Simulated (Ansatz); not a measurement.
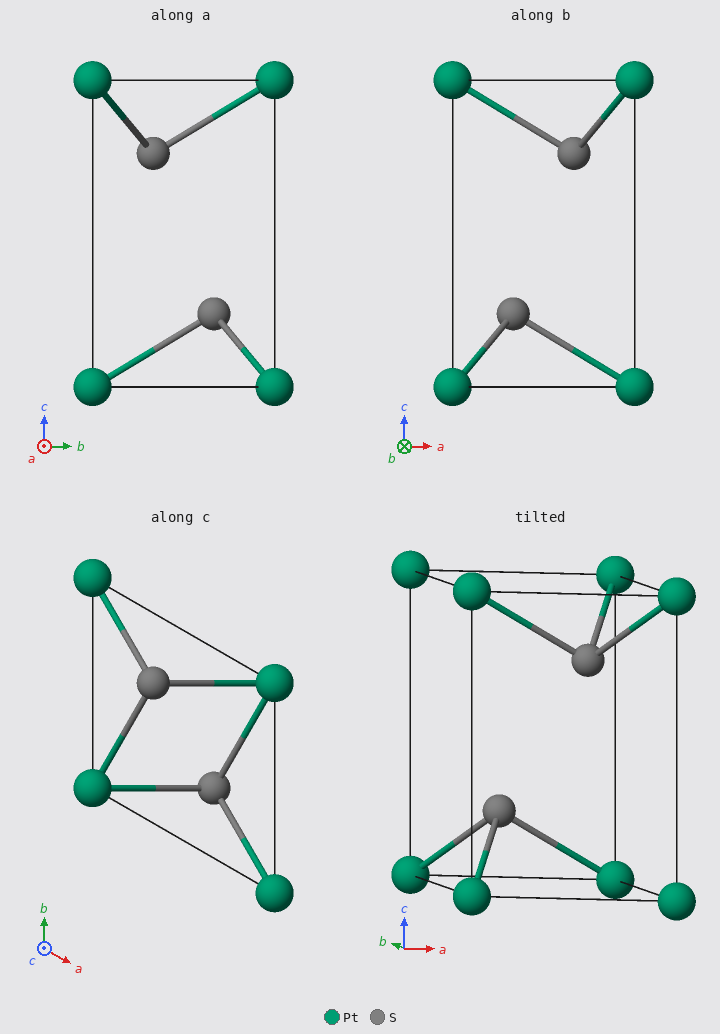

The figure gives a ball-and-stick picture of the atoms, viewed along the a axis, along the b axis, along the c axis and slightly off an axis. The wireframe shows the conventional unit cell.

Lattice parameters: a = 3.541 Å, b = 3.541 Å, c = 5.168 Å, α = 90.00°, β = 90.00°, γ = 120.00°. Put a along x and b in the xy plane.

**Reconstruct the structure as a POSCAR file, with free fractional coordinates to two decimals.**

```
Pt S
1.0
     3.541    0.000    0.000
    -1.770    3.066    0.000
     0.000    0.000    5.168
Pt S
1 2
Direct
  0.00 0.00 0.00
  0.3333 0.6667 0.24
  0.6667 0.3333 0.76
```

The starting point was a structure type filled with these elements by a generator (whether the compound takes this form wasn't checked). The cell was then strained or its atoms displaced on purpose. Ansatz was used for an electronic-structure calculation on it.
